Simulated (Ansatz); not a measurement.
# Ga$_{15}$As$_{16}$ (cell with a defect): what the fields show

```xyz
31
Lattice="5.6579 5.6579 -5.6579 -5.6579 -5.6579 -5.6579 -5.6579 5.6579 5.6579" Properties=species:S:1:pos:R:3 pbc="T T T"
Ga   -0.0381    2.7897   -2.8110
Ga   -2.8271    0.0004   -8.4881
Ga   -2.8275    5.6579   -2.8292
Ga   -5.6145   -0.0211   -0.0432
Ga   -2.8108    2.7866   -0.0436
Ga   -5.6167    0.0200   -5.6168
Ga   -2.8457    2.7885   -5.6196
Ga   -5.6172   -2.7869   -2.8087
Ga   -0.0390   -0.0226   -5.6157
Ga    2.8133    2.8693   -5.6975
Ga   -5.6981    2.8714    2.8079
Ga   -8.4833    0.0003   -2.8290
Ga   -5.6149    2.7832   -2.8514
Ga   -0.0393    0.0219   -0.0419
Ga   -2.8082   -2.7857   -5.6151
As   -1.5294   -1.2986   -4.1270
As    1.4081    1.4217   -4.2515
As   -7.0588    4.2358   -4.2511
As   -1.4043    4.2361   -4.2531
As   -4.1257   -1.3047   -1.5269
As   -1.5248    1.3046   -1.5300
As   -4.2500   -1.4205   -7.0636
As   -1.4029    1.4198   -7.0639
As   -4.2515   -4.2338   -4.2502
As   -4.2528    4.2330   -1.4097
As   -1.4042    7.0811   -1.4076
As   -4.2524    1.4224    1.4051
As   -1.4073    4.2326    1.4032
As   -4.1246    1.3000   -4.1344
As   -4.2509    4.2373   -7.0647
As   -7.0633    1.4243   -1.4035
```

Spin-polarised.

These are results of DFT PBEsol, scalar-relativistic, plane waves, PAW (Ansatz), not measurements.

In a PAW calculation such maps are meaningful between the atoms, not at the nuclei.

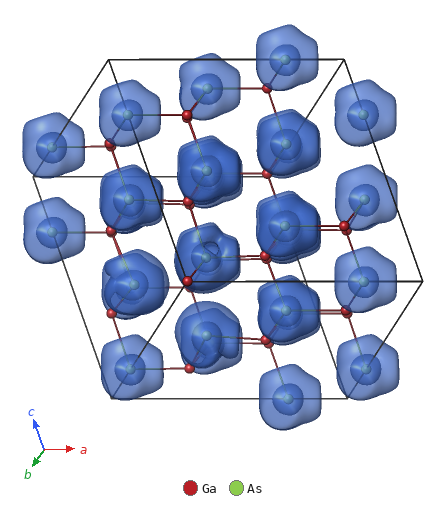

Figure 1. Isosurface of the ELF at 0.55 (blue), seen at an oblique angle. Only the valence region is drawn (cores and ρ < 0.01 e/Å³ removed). Sticks mark near contacts.

Q: Where are the electrons localised?

A: At this value the surface marks out 16 regions on As in which the atom's valence shell and bonds are merged, counted in one cell of 31 atoms. Any copies at cell faces, edges or corners count once. Along the contacts the grid gives the following. Ga–As (2.46 Å): the ELF peaks at about 0.80 between the atoms.

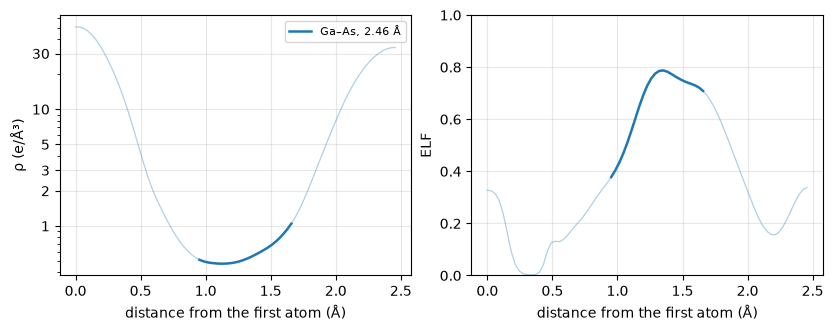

Figure 2. Valence charge density (pseudo) and electron localisation function along straight lines between neighbouring atoms. Thin, pale parts lie inside the atomic spheres.

Q: What can be read from the curves?

A: Ga–As (2.46 Å): ρ at the midpoint is about 0.49 e/Å³; the ELF peaks at about 0.80 between the atoms.

Q: Does the calculation give a band gap?

A: It is gapless in this calculation (a metal or semimetal).
